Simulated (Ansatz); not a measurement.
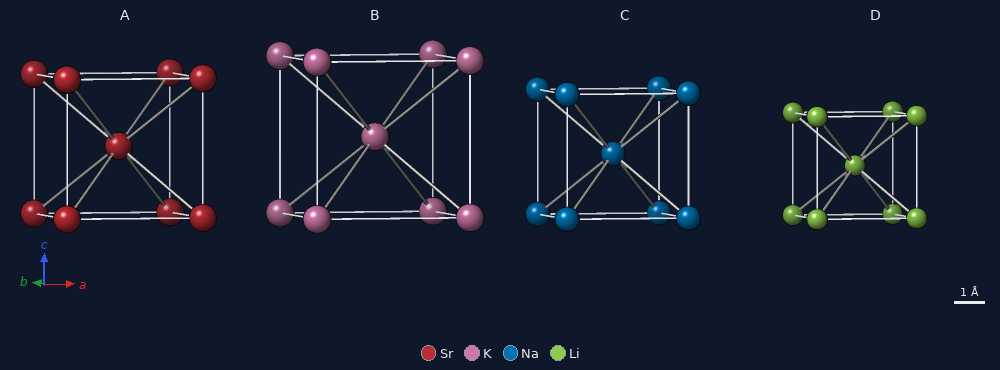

One structure type (space group Im-3m for the parent) with different elements on its sites, each relaxed in cell and atoms to zero pressure (within 0.1 GPa). Style: ball-and-stick. Shown: the conventional cell (2 times the calculation's cell), from a free direction. Lengths and directions refer to the drawn axes.

The calculation used DFT PBEsol, scalar-relativistic, plane waves, PAW in Ansatz. (plane-wave cutoff 420 eV; occupations gaussian; smearing width 0.1 eV; no spin polarisation) The k-mesh is chosen for each cell (12×12×12, 14×14×14, 18×18×18).

**Give the formulas, and rank the crystals by volume per atom, smallest first.**

D = Li (20.2 Å³), C = Na (36.4 Å³), A = Sr (51.0 Å³), B = K (72.8 Å³).

**Which have a band gap?**

Sr: metallic; K: metallic; Na: metallic; Li: metallic.
